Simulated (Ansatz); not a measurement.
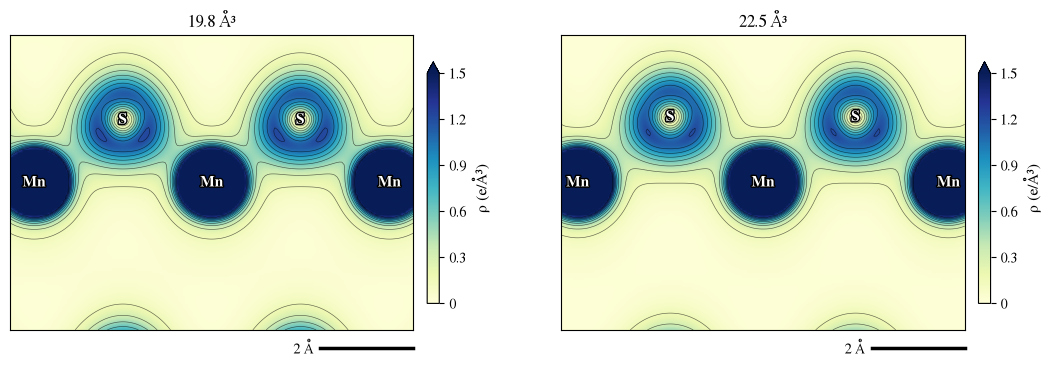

MnS. The valence charge density (pseudo) of cells scaled evenly to different volumes (given per atom above each panel), on the (11̄0) plane of each (indices in the axes of the cell below), at one length scale and on one colour scale.

Spin-polarised.

All numbers below come from DFT PBE, scalar-relativistic, plane waves, PAW (Ansatz 0.2.0).

The density is the valence pseudo-density of a PAW calculation; it isn't the true density close to the nuclei.

The largest cell:

```
CELL_PARAMETERS angstrom
0.00000 2.82224 2.82224
2.82224 0.00000 2.82224
2.82224 2.82224 0.00000
ATOMIC_POSITIONS crystal
Mn 0.00000 0.00000 0.00000
S 0.25000 0.25000 0.25000
```

| volume (Å³/atom) | Mn–S contact in the plane (Å) | ρ at its midpoint (e/Å³) | pressure (GPa) | largest moment (μB) | 
| --- | --- | --- | --- | --- |
| 19.78 | 2.342 | 0.522 | 4.9 | 3.81 | 
| 20.46 | 2.368 | ? | ? | ? | 
| 22.48 | 2.444 | 0.437 | 0.0 | 4.21 | 

Question: What values belong in the row with question marks?

Answer: Over the known rows ln ρ falls by 1.74 per Å of Mn–S distance (the line through the two), which gives 0.499 e/Å³ at 2.368 Å; the calculation gives 0.498 e/Å³. For the pressure, a straight line in volume between the neighbouring rows gives 3.7 GPa; the calculation gives 3.8. For the largest moment, a straight line in volume between the neighbouring rows gives 3.91 μB; the calculation gives 3.95.
